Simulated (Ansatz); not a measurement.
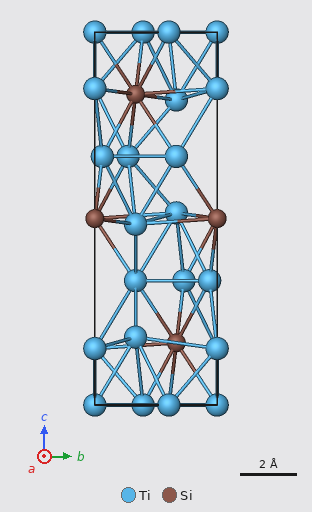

Starting structure of solid Ti$_{5}$Si (set up in R32). Style: ball-and-stick. Shown: the conventional cell (3 times the calculation's cell), along the a axis. Lengths and directions refer to the drawn axes.

Level of theory: DFT PBEsol, scalar-relativistic, plane waves, PAW (Ansatz 0.2.0).

The input:
```yaml
crystal:
  lattice:
    - [2.5228393509, 1.4565619783, 4.4409048145]
    - [-2.5228393509, 1.4565619783, 4.4409048145]
    - [0.0, -2.9131239567, 4.4409048145]
  atoms:
    - { symbol: Ti, position: [0.15143967, 0.15143967, 0.15143967] }
    - { symbol: Ti, position: [0.60535, 0.39465, 0.0] }
    - { symbol: Ti, position: [0.0, 0.60535, 0.39465] }
    - { symbol: Ti, position: [0.84856033, 0.84856033, 0.84856033] }
    - { symbol: Ti, position: [0.39465, 0.0, 0.60535] }
    - { symbol: Si, position: [0.5, 0.5, 0.5] }
basis:
  ecutwfc: 420
kpoints:
  mp_grid: { grid: [12, 12, 12] }
hamiltonian:
  xc: pbesol
scf:
  occupations: { method: gaussian, width: 0.1 }
output:
  forces: true
  stress: true
  eigenvalues: true
  write_density: true
  write_potential: true
  elf: true
  volumetric_format: npy
relax:
  adjacent_minimum: "off"
  f_tol: 0.005
  max_steps: 80
  cell: { stress_tol: 0.05 }
```

Command:
```bash
ansatz run input.yaml --threads 1 --pin off --max-ram 2560MiB --backend cpu --events-out ev --progress --plain --runs-dir out
```

What does the optimiser find from here?

Answer. The atoms keep their places relative to the cell (all moves are under 0.005 Å). Cell: a = b 5.046 → 4.980 Å (−1.3 %), c 13.323 → 13.197 Å (−0.9 %). Volume −3.5 %. Some distances before and after: Ti1–Si6 2.920 → 2.882 Å, Ti1–Ti4 2.941 → 2.904 Å, Ti2–Ti3 2.686 → 2.648 Å, Ti1–Ti2 2.835 → 2.803 Å. The space group stays R32 (No. 155). After 4 accepted moves (5 points after the start) the energy has fallen by 49.0 meV per cell of the calculation. The largest force component goes from 0.067 to 0.00052 eV/Å. Pressure: −4.41 GPa at the start and 0.00 GPa at the end. At 1 point the geometry stayed and the basis and grid were re-selected for the new cell (energy shift of 0.3 meV per cell of the calculation at most each time).

After the run, drawn alike:

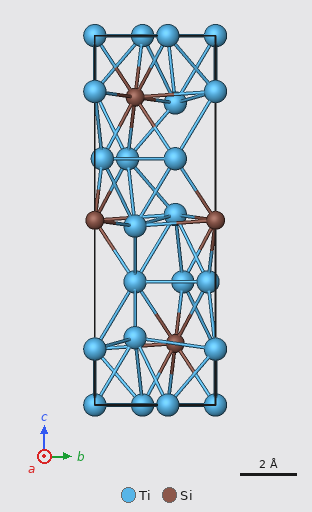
